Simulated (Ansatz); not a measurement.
# NiO: which magnetic state does the SCF reach?, part 2 of 2

Aim: see which self-consistent states NiO reaches from different starts at one fixed geometry, and which of them is lowest. NiO is taken in its deposited structure (space group Fm-3m, primitive cell doubled), 4 atoms in the cell. Source: COD entry 4320505, which need not be the ambient phase.

Ansatz 0.2.0; DFT LDA+U, PAW, plane waves, scalar-relativistic; U − J = 6.2 eV on Ni d. Earlier steps stand in the parts before.

## (7) Moments ++ scaled by 0.4, plain SCF

Contents of input.yaml:

```yaml
crystal:
  lattice:
    - [0.0, 4.20096, 4.20096]
    - [2.10048, 0.0, 2.10048]
    - [2.10048, 2.10048, 0.0]
  atoms:
    - { symbol: Ni, position: [0.0, 0.0, 0.0], spin: 0.8 }
    - { symbol: Ni, position: [0.5, 0.0, 0.0], spin: 0.8 }
    - { symbol: O, position: [0.25, 0.5, 0.5] }
    - { symbol: O, position: [0.75, 0.5, 0.5] }
magnetization:
  spin_polarized: true
hamiltonian:
  xc: lda
  pseudopotentials: { kind: paw }
  hubbard: { sites: [{ species: Ni, l: d, u_eff: 6.2 }] }
basis:
  ecutwfc: 420
kpoints:
  mp_grid: { grid: [5, 9, 9] }
scf:
  occupations: { method: fermi_dirac, width: 0.05 }
  lower_state_search: "off"
output:
  forces: true
  stress: true
```

Standard output (excerpt; [...] marks lines left out):

```text
[... 23 lines as in an earlier run ...]
Starting moments: Σ|m| = 1.6 μB on 2 of 4 sites
[... 2 lines as in an earlier run ...]
SCF iter   1: F=—  HF=-12657.999689 eV  |F-HF|=—  |Δ(HF+E_count)|=         —  Δρ=3.19e-1 (↑1.92e-1 ↓3.19e-1)  dr2=7.67e1  dr2_m=1.65e0  M=0.476 μB ∫|m|=0.477 μB  β_m=0.30  ethr=3.10e-3  ⟨swp⟩=5.3  Hψ=23429  notcnv=0
[...]
[... 1 line as in an earlier run ...]
[...]
spin-set hold released at iteration 8 (site moments contracting): the magnetisation degrees of freedom join the quasi-Newton model from the next iteration; the mixer history was flushed
[...]
SCF iter  15: F=-12651.428899 eV  HF=-12651.428899 eV  |F-HF|=2.21e-8  |Δ(HF+E_count)|=   1.92e-7  Δρ=1.75e-5 (↑7.42e-6 ↓1.75e-5)  dr2=4.86e-8  dr2_m=4.05e-8  M=4.000 μB ∫|m|=4.014 μB  ethr=2.08e-10  ⟨swp⟩=3.6  Hψ=27008  notcnv=0
[...]
SCF converged after 15 iterations
Magnetization: 4.0000 μB (26.0000 up, 22.0000 down)
Absolute magnetization: 4.0121 μB (∫|ρ↑−ρ↓|, with the PAW one-centre terms)
Spin contamination: 0.0033 ħ² per cell (⟨S²⟩ above its minimum at these occupations)
Per-site moments (μB) at R_I (Å): [(1.6903120069244297, 0.8664480000000001), (1.6903120069244297, 0.8664480000000001), (0.23762703567988996, 0.8664480000000001), (0.23762703567988996, 0.8664480000000001)]
Free energy (F): -12651.428899 eV
[...]
E sigma→0 (E₀):  -12651.428899 eV
Fermi energy:    13.782245 eV
[... 29 lines left out: energy terms, forces, stress ...]
Occupation matrices written to <dir>
```

It took 15 s on 2 threads of an Arm CPU, shared host; peak memory 0.52 GiB.

The run ends in the same state as step 2 (ferromagnetic); it took 15 iterations.

## (8) A moment on one site alone, plain SCF

input.yaml, as its differences from that of step 7:

```diff
@@ -6,4 +6,4 @@
   atoms:
-    - { symbol: Ni, position: [0.0, 0.0, 0.0], spin: 0.8 }
-    - { symbol: Ni, position: [0.5, 0.0, 0.0], spin: 0.8 }
+    - { symbol: Ni, position: [0.0, 0.0, 0.0], spin: 2.0 }
+    - { symbol: Ni, position: [0.5, 0.0, 0.0] }
     - { symbol: O, position: [0.25, 0.5, 0.5] }
```

Standard output (excerpt; [...] marks lines left out):

```text
Warning: crystal.symmetry: narrowed to the stabiliser of the k-point mesh — unitary ops 12 → 4; excluded 8 operations that carry a point of the 5×9×9 mesh (shift [0, 0, 0]) off the mesh (the run samples exactly the mesh kpoints.mp_grid names, as under crystal.symmetry.detect: false, and [...]
[... 22 lines as in an earlier run ...]
Starting moments: Σ|m| = 2 μB on 1 of 4 sites
[... 2 lines as in an earlier run ...]
SCF iter   1: F=—  HF=-12656.769096 eV  |F-HF|=—  |Δ(HF+E_count)|=         —  Δρ=3.33e-1 (↑1.97e-1 ↓3.33e-1)  dr2=7.21e1  dr2_m=4.79e0  M=0.614 μB ∫|m|=0.655 μB  β_m=0.30  ethr=3.10e-3  ⟨swp⟩=5.3  Hψ=23453  notcnv=0
[...]
[... 1 line as in an earlier run ...]
[...]
spin-set hold released at iteration 5 (the charge has settled, or the pull on large starting moments outlasts its swing): the magnetisation degrees of freedom join the quasi-Newton model from the next iteration; the mixer history was flushed
[...]
SCF iter  19: F=-12651.670126 eV  HF=-12651.670126 eV  |F-HF|=1.16e-10  |Δ(HF+E_count)|=   1.84e-7  Δρ=1.56e-6 (↑9.51e-7 ↓1.56e-6)  dr2=1.75e-9  dr2_m=5.29e-11  M=0.000 μB ∫|m|=3.501 μB  ethr=7.12e-11  ⟨swp⟩=2.1  Hψ=25641  notcnv=0
[...]
SCF converged after 19 iterations
an eigenvalue changed by more than its tolerance at an iteration that met the thresholds in force, so the SCF went on 2 times, its first undamped step at iteration 17: the last check found none over its tolerance
Magnetization: 0.0000 μB (24.0000 up, 24.0000 down)
Absolute magnetization: 3.4990 μB (∫|ρ↑−ρ↓|, with the PAW one-centre terms)
Spin contamination: 1.8908 ħ² per cell (⟨S²⟩ above its minimum at these occupations)
Per-site moments (μB) at R_I (Å): [(1.6242772721599792, 0.8664480000000001), (-1.6242718167177932, 0.8664480000000001), (-3.00276361878339e-6, 0.8664480000000001), (-3.002763618760497e-6, 0.8664480000000001)]
Free energy (F): -12651.670126 eV
[...]
E sigma→0 (E₀):  -12651.670126 eV
Fermi energy:    13.691771 eV
[... 29 lines left out: energy terms, forces, stress ...]
Occupation matrices written to <dir>
```

Wall time 20 s (2 threads of an Arm CPU, shared host); peak memory 0.53 GiB.

This is the state of step 3 again (antiferromagnetic), after 19 iterations.

## (9) Parallel moments, spin not held back in the first iterations, no switch to direct minimisation

input.yaml, as its differences from that of step 8:

```diff
@@ -7,3 +7,3 @@
     - { symbol: Ni, position: [0.0, 0.0, 0.0], spin: 2.0 }
-    - { symbol: Ni, position: [0.5, 0.0, 0.0] }
+    - { symbol: Ni, position: [0.5, 0.0, 0.0], spin: 2.0 }
     - { symbol: O, position: [0.25, 0.5, 0.5] }
@@ -23,2 +23,4 @@
   lower_state_search: "off"
+  algorithm: density_mixing
+  mixing: { spin_hold: "off" }
 output:
```

Standard output (excerpt; [...] marks lines left out):

```text
[... 23 lines as in an earlier run ...]
Starting moments: Σ|m| = 4 μB on 2 of 4 sites
[... 2 lines as in an earlier run ...]
SCF iter   1: F=—  HF=-12654.886631 eV  |F-HF|=—  |Δ(HF+E_count)|=         —  Δρ=4.02e-1 (↑1.12e-1 ↓4.02e-1)  dr2=6.82e1  dr2_m=1.00e1  M=1.084 μB ∫|m|=1.089 μB  β_m=0.30  ethr=3.10e-3  ⟨swp⟩=5.4  Hψ=26630  notcnv=0  defer=4
[...]
[... 1 line as in an earlier run ...]
[...]
SCF iter  12: F=-12651.428899 eV  HF=-12651.428899 eV  |F-HF|=2.53e-9  |Δ(HF+E_count)|=   6.87e-9  Δρ=3.97e-6 (↑1.07e-6 ↓3.97e-6)  dr2=6.22e-9  dr2_m=8.93e-10  M=4.000 μB ∫|m|=4.014 μB  ethr=1.53e-10  ⟨swp⟩=2.1  Hψ=22562  notcnv=0
[...]
SCF converged after 12 iterations
an eigenvalue changed by more than its tolerance at an iteration that met the thresholds in force, so the SCF went on 1 time: the last check found none over its tolerance
Magnetization: 4.0000 μB (26.0000 up, 22.0000 down)
Absolute magnetization: 4.0121 μB (∫|ρ↑−ρ↓|, with the PAW one-centre terms)
Spin contamination: 0.0033 ħ² per cell (⟨S²⟩ above its minimum at these occupations)
Per-site moments (μB) at R_I (Å): [(1.6902915534952592, 0.8664480000000001), (1.6902915534952592, 0.8664480000000001), (0.23765789770652263, 0.8664480000000001), (0.23765789770652263, 0.8664480000000001)]
Free energy (F): -12651.428899 eV
[...]
E sigma→0 (E₀):  -12651.428899 eV
Fermi energy:    13.782005 eV
[... 29 lines left out: energy terms, forces, stress ...]
Occupation matrices written to <dir>
```

Run time: 15 s. Hardware: 2 threads of an Arm CPU, shared host; peak memory 0.53 GiB.

Nothing new: the 12 iterations lead to the state found in step 2 (ferromagnetic).

## (10) Comparing the starts

```
step  iterations  state  moments of Ni1 Ni2 O3 O4 (μB)  total (μB)  gap (eV)  pressure (GPa)  above lowest (meV/atom)
   2          12      2            1.69 1.69 0.24 0.24        4.00      1.60            -8.8                     60.3
   3          12      1           1.62 -1.62 0.00 0.00        0.00      2.94           -11.8                      0.0
   4          12      3            0.00 0.00 0.00 0.00        0.00      none           -22.6                      886
   5          13      2            1.69 1.69 0.24 0.24        4.00      1.60            -8.8                     60.3
   6          17      2            1.69 1.69 0.24 0.24        4.00      1.60            -8.8                     60.3
   7          15      2            1.69 1.69 0.24 0.24        4.00      1.60            -8.8                     60.3
   8          19      1           1.62 -1.62 0.00 0.00        0.00      2.94           -11.8                      0.0
   9          12      2            1.69 1.69 0.24 0.24        4.00      1.60            -8.8                     60.3
```

States are numbered from the lowest. Starts by step: 2 parallel moments, plain SCF; 3 opposed moments +-, plain SCF; 4 no spin polarisation; 5 spin on, no moments given (the program may seed its own), plain SCF; 6 parallel moments scaled by 0.2, plain SCF; 7 moments ++ scaled by 0.4, plain SCF; 8 a moment on one site alone, plain SCF; 9 parallel moments, spin not held back in the first iterations, no switch to direct minimisation.

The 8 runs of this session took 1.8 min in all, from 7.3 s to 20 s each.

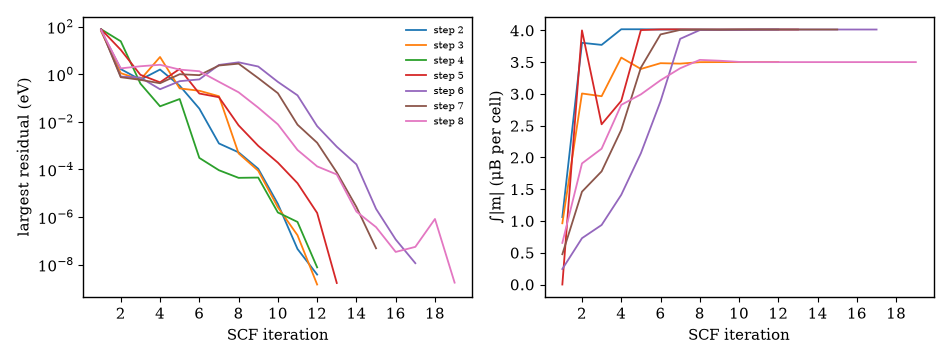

Residual and absolute moment along the iterations (7 of the 8 runs).

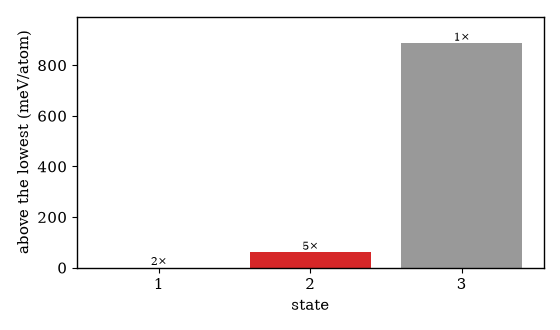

Energy of each distinct state, with the number of starts that reached it (red ferromagnetic, blue opposed moments, grey non-magnetic, green other).

## (11) What came out

This closing draws on all 2 parts.

```
                      quantity                                                     value
               distinct states                                   3 from 8 converged runs
lowest state from plain starts                                         antiferromagnetic
                   its moments                                    Ni1 1.62, Ni2 -1.62 μB
                  total moment                                          0.00 μB per cell
             gap on the k-mesh                                                   2.94 eV
                      pressure                                                 -11.8 GPa
                 largest force                                                0.000 eV/Å
                    next state                       ferromagnetic, 60.3 meV/atom higher
                 highest state  non-magnetic (no spin polarisation), 886 meV/atom higher
```

What this shows: 8 runs converged, to 3 different states. Switching spin polarisation off costs 886 meV/atom in free energy, smearing entropy included. The best ferromagnetic state lies 60.3 meV/atom above the best antiferromagnetic one. A lower state than any found can't be excluded. The mesh has less symmetry than the lattice, which lowers the symmetry of the run.
